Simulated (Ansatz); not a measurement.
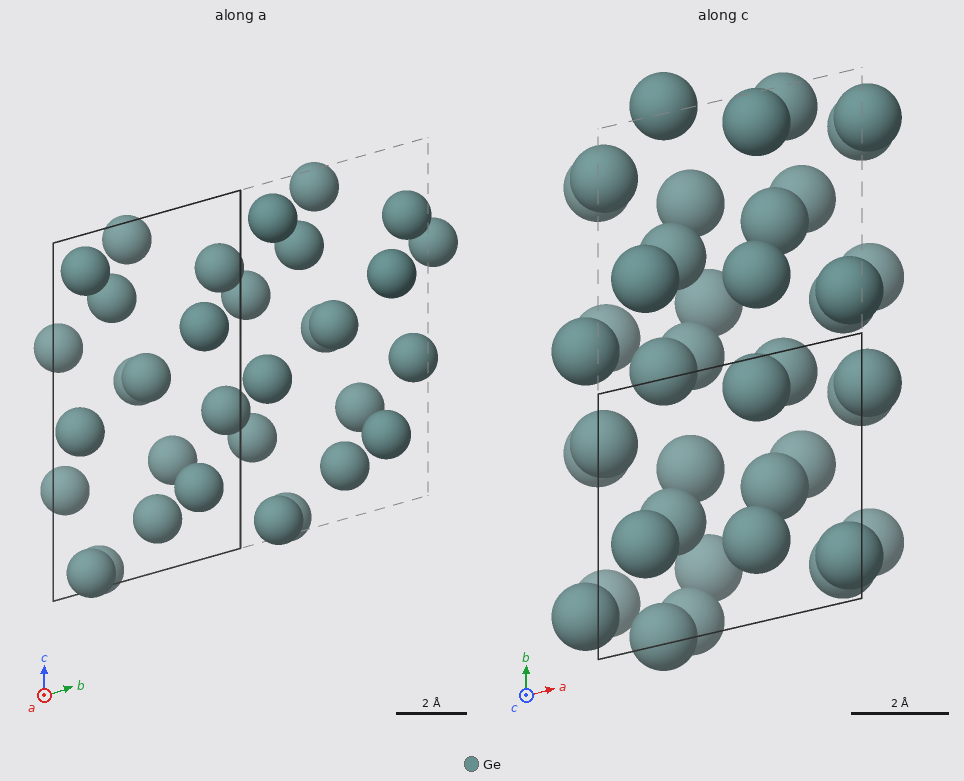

This spheres-only model is shown along the a axis and along the c axis. The picture spans 1×2×1 cells, one simulation cell being drawn with solid lines.

The run was set up as follows:
```yaml
crystal:
  lattice:
    - [4.9460655643, -2.855612285, -1.9700863685]
    - [0.0, 0.0, -5.9102591056]
    - [7.4190983465, 7.1390307124, -3.940172737]
  atoms:
    - { symbol: Ge, position: [0.350175, 0.6373027287, 0.29965] }
    - { symbol: Ge, position: [-0.399825, -0.1126972713, 0.79965] }
    - { symbol: Ge, position: [0.350175, 0.0630472713, 0.29965] }
    - { symbol: Ge, position: [-0.399825, 0.3130472713, 0.79965] }
    - { symbol: Ge, position: [0.0307697012, 0.2034280503, 0.0484576623] }
    - { symbol: Ge, position: [0.2807697012, 0.4534280504, 0.5484576623] }
    - { symbol: Ge, position: [-0.0020834771, 0.7781872613, 0.202745435] }
    - { symbol: Ge, position: [0.2479165229, 0.0281872613, 0.702745435] }
    - { symbol: Ge, position: [0.021838776, -0.1931211349, 0.6477469027] }
    - { symbol: Ge, position: [0.7718387759, 0.5568788652, 0.1477469027] }
    - { symbol: Ge, position: [0.6695802989, 0.4969219497, 0.5508423377] }
    - { symbol: Ge, position: [0.4195802988, 0.2469219496, 0.0508423377] }
    - { symbol: Ge, position: [0.7024334771, -0.0778372613, 0.396554565] }
    - { symbol: Ge, position: [-0.0475665229, 0.1721627387, 0.896554565] }
    - { symbol: Ge, position: [0.1785112241, 0.3934711348, 0.9515530973] }
    - { symbol: Ge, position: [-0.0714887759, 0.1434711349, 0.4515530973] }
basis:
  ecutwfc: 500
kpoints:
  mp_grid: { grid: [7, 7, 4] }
hamiltonian:
  xc: r2scan
scf:
  occupations: { method: gaussian, width: 0.15 }
output:
  forces: true
  stress: true
  eigenvalues: true
```
Run as:
```sh
ansatz run input.yaml --threads 2 --pin off --max-ram 5120MiB --backend cpu --events-out ev --progress --plain --runs-dir out
```

Electronic-structure method: Ansatz, DFT r2SCAN, scalar-relativistic, plane waves, PAW. Parameters: a cutoff energy of 500 eV, the zone sampled with 7×7×4 points, Gaussian smearing of 0.15 eV, no spin polarisation.

Question: Is it conducting or gapped at this level?

Answer: A metal: bands cross the Fermi level.

Question: Would the cell expand or shrink if it could?

Answer: The computed pressure is 22.4 GPa (compressed: it would expand). The stress isn't hydrostatic: its largest component is 28.3 GPa.

It goes back to a structure listed in the Materials Project. The cell was then strained or its atoms displaced on purpose. A calculation with Ansatz used it as input.

At this level of theory the run's own cell isn't at rest (compressed, at 22 GPa and forces up to 56.2 eV/Å), so its distances can differ from those at equilibrium, the more so the softer the solid.
